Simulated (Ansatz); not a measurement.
Consider AlV$_{2}$C.

Input file:

```
crystal:
  lattice:
    - [3.9609912364, 0.0, 0.0]
    - [-1.9804956182, 3.4303190349, 0.0]
    - [0.0, 0.0, 3.8415053552]
  atoms:
    - { symbol: Al, position: [0.0, 0.0, 0.5] }
    - { symbol: V, position: [0.3333333333, 0.6666666667, 0.0] }
    - { symbol: V, position: [0.6666666667, 0.3333333333, 0.0] }
    - { symbol: C, position: [0.0, 0.0, 0.0] }
basis:
  ecutwfc: 420
kpoints:
  mp_grid: { grid: [12, 12, 12] }
hamiltonian:
  xc: pbe
scf:
  occupations: { method: gaussian, width: 0.1 }
output:
  forces: true
  stress: true
  eigenvalues: true
  write_density: true
  write_potential: true
  elf: true
  volumetric_format: npy
relax:
  adjacent_minimum: "off"
  f_tol: 0.01
  max_steps: 80
  cell: { stress_tol: 0.05 }
```

Launched as:

```sh
ansatz run input.yaml --threads 1 --pin off --max-ram 2560MiB --backend cpu --events-out ev --progress --plain --runs-dir out
```

Below, planes, directions and counts refer to the conventional cell (a = 3.96 Å, b = 3.96 Å, c = 3.84 Å, α = 90.00°, β = 90.00°, γ = 120.00°).

The fields are those of the run's last geometry, not of the input's.

Space group P6/mmm; a structure generated by program, which may or may not match a known phase; computed without spin polarisation.

Computed with DFT PBE, scalar-relativistic, plane waves, PAW (Ansatz).

Question: Predict the valence pseudo-density and electron localisation function between the atoms.

Answer: Al–C (1.92 Å): the density is about 0.6 e/Å³ at the midpoint; the ELF peaks at about 0.85 between the atoms.
V–C (2.29 Å): ρ is about 0.41 e/Å³ halfway; the ELF peaks at about 0.75 in the valence shell of C, 0.7 Å from its nucleus, and is about 0.20 at the midpoint.

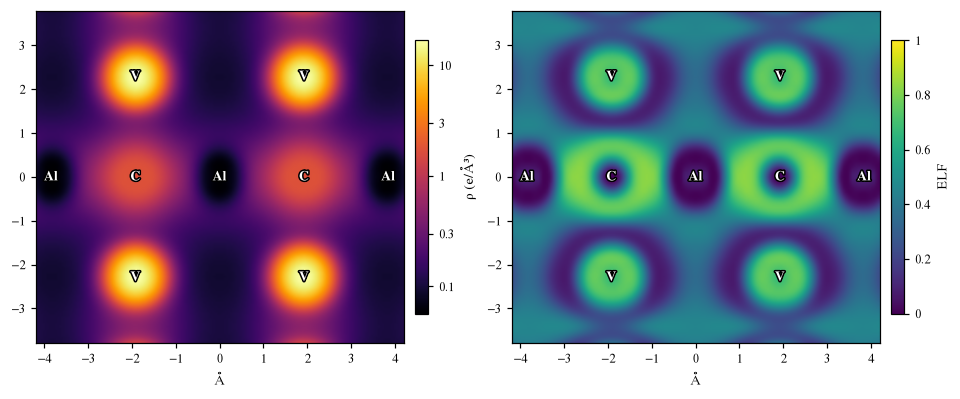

Computed valence pseudo-density and electron localisation function on the (110) plane of the conventional cell, in this order. 

Core electrons are frozen (PAW), and the valence fields are smoothed inside the atomic spheres.
